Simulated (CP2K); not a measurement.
## Geometry relaxation of BaTiO3 (part 4 of 4)

Continued. System: BaTiO3 (P4mm, 5 atoms in the cell). Method: DFT, PBE, Gaussian and plane waves, basis SZV-MOLOPT-SR-GTH, GTH potentials (CP2K 2026.2); 5×5×5 k-mesh. The structure derives from an entry of the Crystallography Open Database. The geometry comes from this level: r2SCAN.

Geometry of the input (Å; fractional positions):
```
3.9724  0.0000  0.0000
0.0000  3.9724  0.0000
-0.0000  0.0000  4.1122
Ba 0.0000  0.0000  -0.0044
Ti 0.5000  0.5000  0.4775
O  0.5000  0.5000  0.0345
O  0.5000  0.0000  0.5176
O  0.0000  0.5000  0.5176
```

## Log, continued
```
 OPT| **************************************************************************
 OPT| Step number                                                             21
 OPT| Optimization method                                                   BFGS
 OPT| Total energy [hartree]                                     -131.8350518496
 OPT| Internal pressure [bar]                                      33.3622369710
 OPT| Effective energy change [hartree]                            -0.0000002683
 OPT| Predicted energy change [hartree]                            -0.0000002154
 OPT| Scaling factor                                                0.0000000000
 OPT| Step size                                                     0.0011433050
 OPT| Trust radius                                                  0.4724315332
 OPT| Decrease in energy                                                     YES
 OPT| Used time [s]                                                       37.312
 OPT|
 OPT| Maximum step size                                             0.0011433050
 OPT| Convergence limit for maximum step size                       0.0030000000
 OPT| Maximum step size is converged                                         YES
 OPT|
 OPT| RMS step size                                                 0.0003977218
 OPT| Convergence limit for RMS step size                           0.0015000000
 OPT| RMS step size is converged                                             YES
 OPT|
 OPT| Maximum gradient                                              0.0000645524
 OPT| Convergence limit for maximum gradient                        0.0003000000
 OPT| Maximum gradient is converged                                          YES
 OPT|
 OPT| RMS gradient                                                  0.0000229733
 OPT| Convergence limit for RMS gradient                            0.0003000000
 OPT| RMS gradient is converged                                              YES
 OPT|
 OPT| Pressure deviation [bar]                                     33.3622369710
 OPT| Pressure tolerance [bar]                                    300.0000000000
 OPT| Pressure is converged                                                  YES
 OPT| **************************************************************************
 OPT| Estimated peak process memory after this step [MiB]                    340

 *******************************************************************************
 ***                    GEOMETRY OPTIMIZATION COMPLETED                      ***
 *******************************************************************************

 write_final_structure: Optimization converged, writing XYZ file gladly:
  run-FINAL-1_21.xyz

 write_final_structure: Optimization converged, writing CIF file gladly:
  run-FINAL-1_21.cif

 write_final_structure: Done!

                    Reevaluating energy at the minimum

 CELL| Volume [angstrom^3]:                                            73.905174
 CELL| Vector a [angstrom]:       4.023     0.000     0.000   |a| =     4.023014
 CELL| Vector b [angstrom]:       0.000     4.023     0.000   |b| =     4.023014
 CELL| Vector c [angstrom]:       0.000     0.000     4.566   |c| =     4.566377
 CELL| Angle (b,c), alpha [degree]:                                    90.000000
 CELL| Angle (a,c), beta  [degree]:                                    90.000000
 CELL| Angle (a,b), gamma [degree]:                                    90.000000
 CELL| Numerically orthorhombic:                                             YES
 CELL| Periodicity                                                           XYZ

 Extrapolation method: initial_guess

 Number of electrons:                                                         40
 Number of occupied orbitals:                                                 20
 Number of molecular orbitals:                                                27

 Number of orbital functions:                                                 27
 Number of independent orbital functions:                                     27

 SCF WAVEFUNCTION OPTIMIZATION

  ------------------------------------------------------------------------------
     1 Broy./Diag. 0.30E+00    1.3     1.94674830      -132.2972512535 -1.32E+02
     2 Broy./Diag. 0.30E+00    2.1     0.34280085      -128.5133408258  3.78E+00
     3 Broy./Diag. 0.30E+00    2.4     0.05131721      -130.1128260611 -1.60E+00
     4 Broy./Diag. 0.30E+00    1.8     0.13289597      -131.4707944937 -1.36E+00
     5 Broy./Diag. 0.30E+00    1.7     0.02874171      -131.9394857074 -4.69E-01
     6 Broy./Diag. 0.30E+00    1.9     0.02203769      -131.8319561020  1.08E-01
     7 Broy./Diag. 0.30E+00    4.3     0.01825075      -131.8274724936  4.48E-03
     8 Broy./Diag. 0.30E+00    4.2     0.00093364      -131.8348534230 -7.38E-03
     9 Broy./Diag. 0.30E+00    2.3     0.00016772      -131.8355848223 -7.31E-04
    10 Broy./Diag. 0.30E+00    2.4     0.00020282      -131.8358769298 -2.92E-04
    11 Broy./Diag. 0.30E+00    2.3     0.00009120      -131.8358513972  2.55E-05
    12 Broy./Diag. 0.30E+00    2.1     0.00001573      -131.8354593202  3.92E-04
    13 Broy./Diag. 0.30E+00    2.8     0.00000873      -131.8350903016  3.69E-04
    14 Broy./Diag. 0.30E+00    2.6     0.00000308      -131.8350413024  4.90E-05
    15 Broy./Diag. 0.30E+00    3.2     0.00000043      -131.8350418723 -5.70E-07

  *** SCF run converged in    15 steps ***

  Electronic density on regular grids:        -39.9999999961        0.0000000039
  Core density on regular grids:               39.9999999978       -0.0000000022
  Total charge density on r-space grids:        0.0000000017
  Total charge density g-space grids:           0.0000000017

  Overlap energy of the core charge distribution:               0.00000000000118
  Self energy of the core charge distribution:               -283.71747647941447
  Core Hamiltonian energy:                                     76.12919018554284
  Hartree energy:                                              97.96574887560607
  Exchange-correlation energy:                                -22.21250445406492
  Electronic entropic energy:                                  -0.00000000000001
  Fermi energy:                                                 0.40524969417518

  Total energy:                                              -131.83504187232930
  Total energy (extrapolated to T->0):                       -131.83504187232930

 ENERGY| Total FORCE_EVAL ( QS ) energy [hartree]           -131.835041872329299
```

## Trajectory as extended XYZ (Å, eV, eV/Å), 21 frames, from step=0 to step=20
```
5
Lattice="3.9880 0.0000 0.0000 0.0000 3.9880 0.0000 0.0000 0.0000 4.1284" Properties=species:S:1:pos:R:3:forces:R:3 step=0 energy=-3587.13339
Ba    0.0000    0.0000   -0.0151    0.0000   0.0000   0.2346
Ti    1.9940    1.9940    1.9725    0.0000   0.0000  -0.0152
O     1.9940    1.9940    0.1431    0.0000   0.0000   0.1862
O     1.9940    0.0000    2.1364    0.0000   0.0000  -0.0349
O     0.0000    1.9940    2.1364    0.0000   0.0000  -0.0349
5
Lattice="4.0753 0.0000 0.0000 0.0000 4.0753 0.0000 0.0000 0.0000 4.2194" Properties=species:S:1:pos:R:3:forces:R:3 step=1 energy=-3587.32380
Ba    0.0000    0.0000    0.0009    0.0000   0.0000   0.0325
Ti    2.0376    2.0376    2.0152    0.0000   0.0000  -0.4604
O     2.0376    2.0376    0.1588    0.0000   0.0000   0.5595
O     2.0376    0.0000    2.1810    0.0000   0.0000   0.0524
O     0.0000    2.0376    2.1810    0.0000   0.0000   0.0524
5
Lattice="4.0914 0.0000 0.0000 0.0000 4.0914 0.0000 0.0000 0.0000 4.2381" Properties=species:S:1:pos:R:3:forces:R:3 step=2 energy=-3587.33539
Ba    0.0000    0.0000    0.0041    0.0000   0.0000  -0.0114
Ti    2.0457    2.0457    2.0186    0.0000   0.0000  -0.4099
O     2.0457    2.0457    0.1682    0.0000   0.0000   0.4334
O     2.0457    0.0000    2.1909    0.0000   0.0000   0.0590
O     0.0000    2.0457    2.1909    0.0000   0.0000   0.0590
5
Lattice="4.1002 0.0000 0.0000 0.0000 4.1002 0.0000 0.0000 0.0000 4.2523" Properties=species:S:1:pos:R:3:forces:R:3 step=3 energy=-3587.34230
Ba    0.0000    0.0000    0.0058    0.0000   0.0000  -0.0522
Ti    2.0501    2.0501    2.0166    0.0000   0.0000  -0.2417
O     2.0501    2.0501    0.1796    0.0000   0.0000   0.2622
O     2.0501    0.0000    2.1992    0.0000   0.0000   0.0430
O     0.0000    2.0501    2.1992    0.0000   0.0000   0.0430
5
Lattice="4.1028 0.0000 0.0000 0.0000 4.1028 0.0000 0.0000 0.0000 4.2652" Properties=species:S:1:pos:R:3:forces:R:3 step=4 energy=-3587.34771
Ba    0.0000    0.0000    0.0061    0.0000   0.0000  -0.0866
Ti    2.0514    2.0514    2.0122    0.0000   0.0000   0.0139
O     2.0514    2.0514    0.1924    0.0000   0.0000   0.1087
O     2.0514    0.0000    2.2073    0.0000   0.0000   0.0110
O     0.0000    2.0514    2.2073    0.0000   0.0000   0.0110
5
Lattice="4.1010 0.0000 0.0000 0.0000 4.1010 0.0000 0.0000 0.0000 4.2835" Properties=species:S:1:pos:R:3:forces:R:3 step=5 energy=-3587.35322
Ba    0.0000    0.0000    0.0048    0.0000   0.0000  -0.1143
Ti    2.0505    2.0505    2.0091    0.0000   0.0000   0.3683
O     2.0505    2.0505    0.2095    0.0000   0.0000  -0.0452
O     2.0505    0.0000    2.2185    0.0000   0.0000  -0.0287
O     0.0000    2.0505    2.2185    0.0000   0.0000  -0.0287
5
Lattice="4.0943 0.0000 0.0000 0.0000 4.0943 0.0000 0.0000 0.0000 4.3183" Properties=species:S:1:pos:R:3:forces:R:3 step=6 energy=-3587.35849
Ba    0.0000    0.0000    0.0009    0.0000   0.0000  -0.1344
Ti    2.0472    2.0472    2.0117    0.0000   0.0000   0.9058
O     2.0472    2.0472    0.2373    0.0000   0.0000  -0.5719
O     2.0472    0.0000    2.2391    0.0000   0.0000  -0.0719
O     0.0000    2.0472    2.2391    0.0000   0.0000  -0.0719
5
Lattice="4.0852 0.0000 0.0000 0.0000 4.0852 0.0000 0.0000 0.0000 4.3328" Properties=species:S:1:pos:R:3:forces:R:3 step=7 energy=-3587.37009
Ba    0.0000    0.0000   -0.0027    0.0000   0.0000  -0.1041
Ti    2.0426    2.0426    2.0209    0.0000   0.0000   0.7514
O     2.0426    2.0426    0.2426    0.0000   0.0000  -0.5556
O     2.0426    0.0000    2.2472    0.0000   0.0000  -0.0637
O     0.0000    2.0426    2.2472    0.0000   0.0000  -0.0637
5
Lattice="4.0430 0.0000 0.0000 0.0000 4.0430 0.0000 0.0000 0.0000 4.4229" Properties=species:S:1:pos:R:3:forces:R:3 step=8 energy=-3587.40252
Ba    0.0000    0.0000   -0.0212    0.0000   0.0000   0.0387
Ti    2.0215    2.0215    2.0743    0.0000   0.0000  -0.1321
O     2.0215    2.0215    0.2699    0.0000   0.0000  -0.1981
O     2.0215    0.0000    2.2967    0.0000   0.0000  -0.0089
O     0.0000    2.0215    2.2967    0.0000   0.0000  -0.0089
5
Lattice="4.0391 0.0000 0.0000 0.0000 4.0391 0.0000 0.0000 0.0000 4.4598" Properties=species:S:1:pos:R:3:forces:R:3 step=9 energy=-3587.40654
Ba    0.0000    0.0000   -0.0246    0.0000   0.0000   0.0287
Ti    2.0195    2.0195    2.0869    0.0000   0.0000  -0.1318
O     2.0195    2.0195    0.2843    0.0000   0.0000  -0.1316
O     2.0195    0.0000    2.3171    0.0000   0.0000  -0.0218
O     0.0000    2.0195    2.3171    0.0000   0.0000  -0.0218
5
Lattice="4.0248 0.0000 0.0000 0.0000 4.0248 0.0000 0.0000 0.0000 4.5674" Properties=species:S:1:pos:R:3:forces:R:3 step=10 energy=-3587.40794
Ba    0.0000    0.0000   -0.0356    0.0000   0.0000  -0.0120
Ti    2.0124    2.0124    2.1216    0.0000   0.0000   0.0783
O     2.0124    2.0124    0.3296    0.0000   0.0000  -0.3472
O     2.0124    0.0000    2.3765    0.0000   0.0000  -0.0822
O     0.0000    2.0124    2.3765    0.0000   0.0000  -0.0822
5
Lattice="4.0303 0.0000 0.0000 0.0000 4.0303 0.0000 0.0000 0.0000 4.5306" Properties=species:S:1:pos:R:3:forces:R:3 step=11 energy=-3587.41110
Ba    0.0000    0.0000   -0.0315    0.0000   0.0000   0.0046
Ti    2.0152    2.0152    2.1112    0.0000   0.0000  -0.1466
O     2.0152    2.0152    0.3086    0.0000   0.0000  -0.0451
O     2.0152    0.0000    2.3552    0.0000   0.0000  -0.0846
O     0.0000    2.0152    2.3552    0.0000   0.0000  -0.0846
5
Lattice="4.0309 0.0000 0.0000 0.0000 4.0309 0.0000 0.0000 0.0000 4.5294" Properties=species:S:1:pos:R:3:forces:R:3 step=12 energy=-3587.41150
Ba    0.0000    0.0000   -0.0311    0.0000   0.0000  -0.0055
Ti    2.0155    2.0155    2.1092    0.0000   0.0000  -0.1164
O     2.0155    2.0155    0.3073    0.0000   0.0000  -0.0416
O     2.0155    0.0000    2.3536    0.0000   0.0000  -0.0834
O     0.0000    2.0155    2.3536    0.0000   0.0000  -0.0834
5
Lattice="4.0287 0.0000 0.0000 0.0000 4.0287 0.0000 0.0000 0.0000 4.5502" Properties=species:S:1:pos:R:3:forces:R:3 step=13 energy=-3587.41326
Ba    0.0000    0.0000   -0.0327    0.0000   0.0000  -0.0997
Ti    2.0144    2.0144    2.1017    0.0000   0.0000   0.0906
O     2.0144    2.0144    0.3055    0.0000   0.0000  -0.0848
O     2.0144    0.0000    2.3542    0.0000   0.0000   0.0094
O     0.0000    2.0144    2.3542    0.0000   0.0000   0.0094
5
Lattice="4.0269 0.0000 0.0000 0.0000 4.0269 0.0000 0.0000 0.0000 4.5495" Properties=species:S:1:pos:R:3:forces:R:3 step=14 energy=-3587.41358
Ba    0.0000    0.0000   -0.0339    0.0000   0.0000  -0.0839
Ti    2.0135    2.0135    2.1035    0.0000   0.0000   0.0087
O     2.0135    2.0135    0.3043    0.0000   0.0000  -0.0097
O     2.0135    0.0000    2.3544    0.0000   0.0000   0.0042
O     0.0000    2.0135    2.3544    0.0000   0.0000   0.0042
5
Lattice="4.0251 0.0000 0.0000 0.0000 4.0251 0.0000 0.0000 0.0000 4.5522" Properties=species:S:1:pos:R:3:forces:R:3 step=15 energy=-3587.41372
Ba    0.0000    0.0000   -0.0360    0.0000   0.0000  -0.0733
Ti    2.0125    2.0125    2.1048    0.0000   0.0000  -0.0195
O     2.0125    2.0125    0.3048    0.0000   0.0000   0.0007
O     2.0125    0.0000    2.3559    0.0000   0.0000   0.0043
O     0.0000    2.0125    2.3559    0.0000   0.0000   0.0043
5
Lattice="4.0234 0.0000 0.0000 0.0000 4.0234 0.0000 0.0000 0.0000 4.5552" Properties=species:S:1:pos:R:3:forces:R:3 step=16 energy=-3587.41389
Ba    0.0000    0.0000   -0.0393    0.0000   0.0000  -0.0583
Ti    2.0117    2.0117    2.1052    0.0000   0.0000  -0.0395
O     2.0117    2.0117    0.3047    0.0000   0.0000   0.0159
O     2.0117    0.0000    2.3570    0.0000   0.0000   0.0086
O     0.0000    2.0117    2.3570    0.0000   0.0000   0.0086
5
Lattice="4.0221 0.0000 0.0000 0.0000 4.0221 0.0000 0.0000 0.0000 4.5592" Properties=species:S:1:pos:R:3:forces:R:3 step=17 energy=-3587.41414
Ba    0.0000    0.0000   -0.0451    0.0000   0.0000  -0.0367
Ti    2.0110    2.0110    2.1050    0.0000   0.0000  -0.0462
O     2.0110    2.0110    0.3047    0.0000   0.0000   0.0171
O     2.0110    0.0000    2.3586    0.0000   0.0000   0.0081
O     0.0000    2.0110    2.3586    0.0000   0.0000   0.0081
5
Lattice="4.0216 0.0000 0.0000 0.0000 4.0216 0.0000 0.0000 0.0000 4.5648" Properties=species:S:1:pos:R:3:forces:R:3 step=18 energy=-3587.41442
Ba    0.0000    0.0000   -0.0542    0.0000   0.0000  -0.0065
Ti    2.0108    2.0108    2.1034    0.0000   0.0000  -0.0340
O     2.0108    2.0108    0.3043    0.0000   0.0000   0.0126
O     2.0108    0.0000    2.3605    0.0000   0.0000   0.0084
O     0.0000    2.0108    2.3605    0.0000   0.0000   0.0084
5
Lattice="4.0224 0.0000 0.0000 0.0000 4.0224 0.0000 0.0000 0.0000 4.5666" Properties=species:S:1:pos:R:3:forces:R:3 step=19 energy=-3587.41448
Ba    0.0000    0.0000   -0.0574    0.0000   0.0000   0.0028
Ti    2.0112    2.0112    2.1023    0.0000   0.0000  -0.0136
O     2.0112    2.0112    0.3042    0.0000   0.0000   0.0007
O     2.0112    0.0000    2.3611    0.0000   0.0000   0.0047
O     0.0000    2.0112    2.3611    0.0000   0.0000   0.0047
5
Lattice="4.0230 0.0000 0.0000 0.0000 4.0230 0.0000 0.0000 0.0000 4.5664" Properties=species:S:1:pos:R:3:forces:R:3 step=20 energy=-3587.41448
Ba    0.0000    0.0000   -0.0575    0.0000   0.0000   0.0015
Ti    2.0115    2.0115    2.1018    0.0000   0.0000  -0.0037
O     2.0115    2.0115    0.3040    0.0000   0.0000  -0.0012
O     2.0115    0.0000    2.3609    0.0000   0.0000   0.0030
O     0.0000    2.0115    2.3609    0.0000   0.0000   0.0030
```

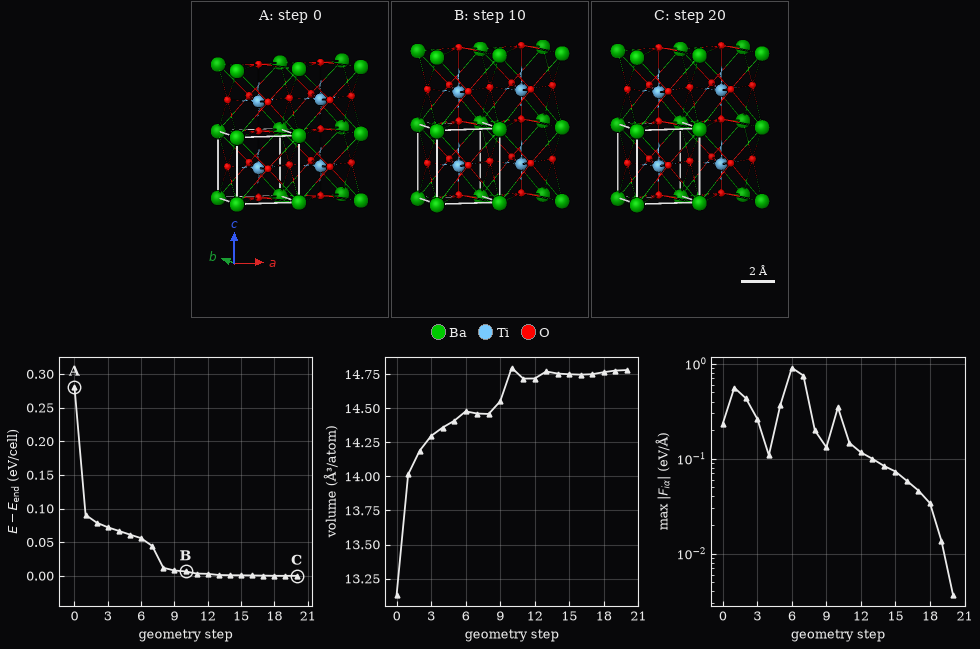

**Figure 1.** Frames of the relaxation (ball-and-stick view of the cell of the calculation, repeated 2 × 1 × 2, seen slightly off an axis) above the curves, on which the letters mark them (steps are counted from 0).

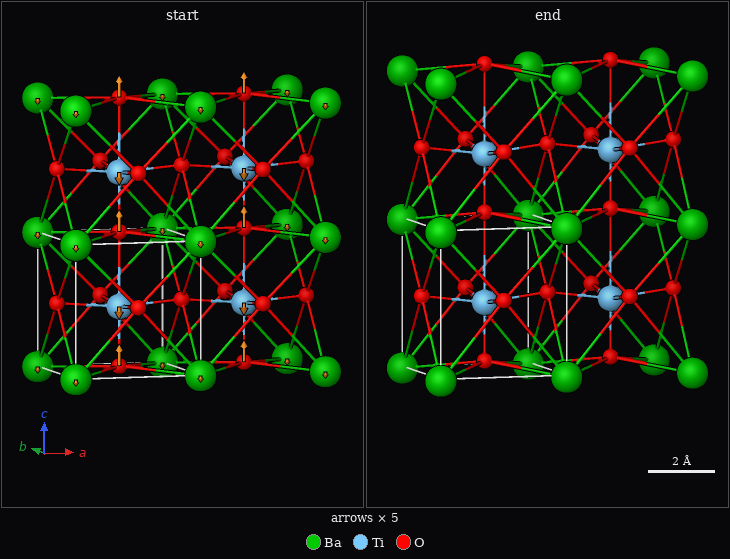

**Figure 2.** Before (left) and after (right) the relaxation, at one scale (ball-and-stick view of the cell of the calculation, repeated 2 × 1 × 2, seen slightly off an axis). The orange arrows give the displacements (without the part carried along by the change of the cell), magnified 5 times. O3 moves most relative to the cell: 0.14 Å. Largest moves by element: O 0.14 Å, Ti 0.08 Å, Ba 0.04 Å. The drawn cell changes as follows: a = b 3.988 → 4.023 Å (+0.9 %), c 4.128 → 4.566 Å (+10.6 %); the volume changes by +12.6 %. Among the contacts that change: Ti2–O3 2.299 → 2.769 Å, Ba1–O4 2.933 → 3.146 Å, Ba1–O3 2.824 → 2.868 Å, Ti2–O4 2.001 → 2.028 Å. Among the angles that change: Ba1–O3–Ba1 173.6° → 165.5°, Ba1–O4–Ba1 85.6° → 79.5°, Ti2–O4–Ti2 170.6° → 165.3°. The space group stays P4mm (No. 99). The energy falls by 0.281 eV per cell of the calculation in 20 geometry steps. Largest force component: 0.23 eV/Å at the start, 0.0037 eV/Å at the end. (Atoms are counted from 1 in the order of the input.)
